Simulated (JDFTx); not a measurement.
**A series of single points on RbBr**

System: RbBr (Fm-3m, 2 atoms in the cell).
Method: Kohn-Sham DFT of a periodic cell, LDA, PseudoDojo-SR-LDA-0.4.1-standard, no spin polarisation (JDFTx 1.7.0 (patched build)).

The 7 runs differ only in the geometry, by an even scaling of the cell at fixed fractional positions. The structure derives from an entry of the Crystallography Open Database.

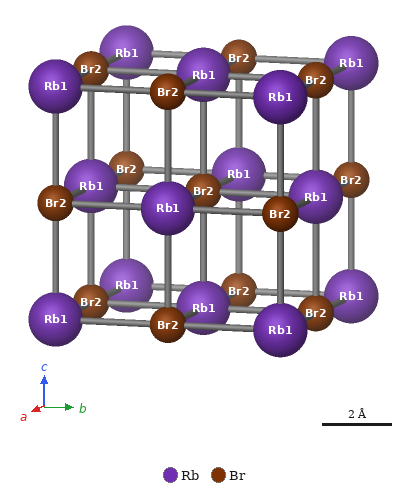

Figure 1. The structure of run 4 (ball-and-stick view of the cell 4 times as large as that of the calculation, set on its symmetry axes, seen slightly off an axis; atoms are numbered from 1 in the order of the input). An atom can appear more than once, as a periodic image.

### Input of run 4
```
lattice \
    0.0000000000     3.4270000000     3.4270000000 \
    3.4270000000     0.0000000000     3.4270000000 \
    3.4270000000     3.4270000000     0.0000000000
latt-scale 1.889726124626 1.889726124626 1.889726124626
coords-type Lattice
ion Rb     0.0000000000     0.0000000000     0.0000000000 1
ion Br     0.5000000000     0.5000000000     0.5000000000 1

ion-species pseudo/Rb.upf
ion-species pseudo/Br.upf
elec-cutoff 22 176
elec-ex-corr lda-PW
kpoint-folding 7 7 7
elec-smearing Fermi 0.0018374661
elec-n-bands 14
electronic-SCF nIterations 100 energyDiffThreshold 1e-09
electronic-minimize nIterations 30 energyDiffThreshold 1e-7
forces-output-coords Cartesian

dump-name run.$VAR
dump End Ecomponents EigStats BandEigs Kpoints Forces Stress
```

Command:
```bash
jdftx -c 1 -i RbBr.in -o RbBr.out
```

Run 6 differs from it as follows:
```diff
-    0.0000000000     3.4270000000     3.4270000000 \
-    3.4270000000     0.0000000000     3.4270000000 \
-    3.4270000000     3.4270000000     0.0000000000
+    0.0000000000     3.4720972769     3.4720972769 \
+    3.4720972769     0.0000000000     3.4720972769 \
+    3.4720972769     3.4720972769     0.0000000000
```

### Results, with one run withheld

| run | volume per atom (Å³) | free energy per atom, from the lowest run given (meV) | pressure (GPa) | gap on the mesh (eV) |
| --- | --- | --- | --- | --- |
| 1 | 37.833 | 0.00 | −0.41 | 4.10 |
| 2 | 38.638 | 2.67 | −0.73 | 4.05 |
| 3 | 39.443 | 6.89 | −1.02 | 4.00 |
| 4 | 40.248 | 12.46 | −1.27 | 3.95 |
| 5 | 41.053 | 19.22 | −1.49 | 3.90 |
| 6 | 41.858 | ? | ? | ? |
| 7 | 42.663 | 35.65 | −1.84 | 3.82 |

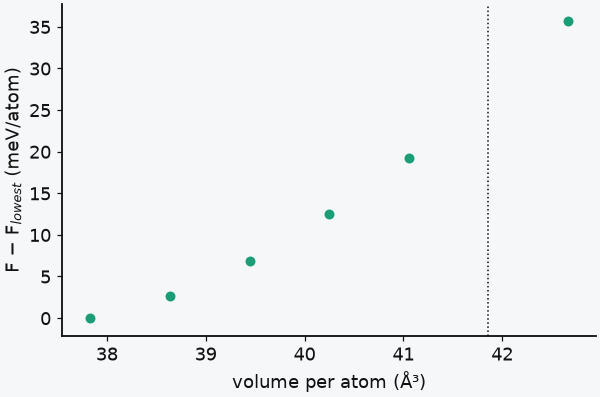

Figure 2. Free energy per atom of the runs given; the dotted line marks run 6.

Fit the runs given and predict run 6.

A cubic polynomial in V^(−2/3) (the Birch–Murnaghan form), fitted to the 6 runs given, misses them by under 0.01 meV per atom. With x = V^(−2/3) − 0.08560 Å⁻², it reads F = 10.106 − 4965 x + 5.4181e+05 x² + 4.3043e+06 x³ (meV per atom). At run 6 it gives 26.99 meV per atom, and the run itself gives 26.98. The slope of the fit gives a pressure −dF/dV of −1.64 GPa there, and the run prints −1.68 GPa. The fit has no minimum inside this range. The gap on the mesh goes, without turning, from 4.10 eV in run 1 to 3.82 eV in run 7; run 6 has 3.86 eV. These are gaps of this functional on this mesh, which can miss the band edges; they aren't the measured gap.

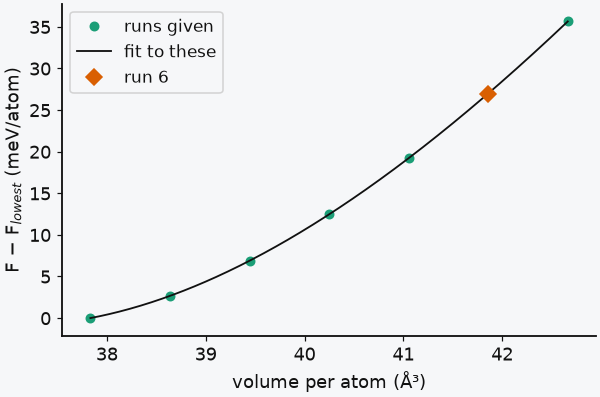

Figure 3. The fit and the withheld run.

### Some lines of the output (run 6)
```
[...]
unit cell volume = 564.94
     Etot =      -38.1626263566775492
        F =      -38.1626263566775492
	HOMO-LUMO gap: +0.141811
	Optical gap  : +0.141811 at state 0 ( [ +0.000000 +0.000000 +0.000000 ] spin 0 )
```

Notes on the run: WARNING: large normalization error in atomic orbital 2s (integral: 0.980017).
